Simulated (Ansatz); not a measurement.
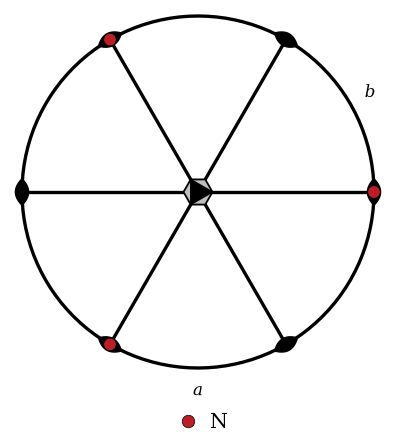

Crystal: BN, the geometry relaxed at fixed volume with Ansatz 0.2.0, DFT r2SCAN, scalar-relativistic, plane waves, PAW. Directions from one boron atom at (1/3, 2/3, 1/4) to its bonded neighbours, in stereographic projection down c (filled: above the plane of the page or in it, open: below). All values are computed from the atomic coordinates in the standard setting (tolerance 0.002 Å).

Neighbours are counted up to 1.80 Å for N. The symmetry elements of the site are drawn in: heavy lines are mirror planes (a heavy rim: a mirror in the plane of the page); lens, triangle, square and hexagon are 2-, 3-, 4- and 6-fold axes, a lens in an open square is −4, a triangle in an open hexagon −6; thin dashed diameters join the ends of axes that lie in the page; a small open circle marks inversion.

```
CELL_PARAMETERS angstrom
2.50336 0.00000 0.00000
-1.25168 2.16797 0.00000
0.00000 0.00000 7.86602
ATOMIC_POSITIONS crystal
B 0.33333 0.66667 0.25000
B 0.66667 0.33333 0.75000
N 0.33333 0.66667 0.75000
N 0.66667 0.33333 0.25000
```

Q: How many neighbours are there, and at what angles?

A: 3: 3 N at 1.45 Å. Angles between bonds: 120° (3×).

Q: What is the site's symmetry in the crystal?

A: Point group -6m2 (D3h), order 12: one −6 axis, three twofold axes, four mirror planes. In P6_3/mmc, No. 194 this is Wyckoff position 2c.
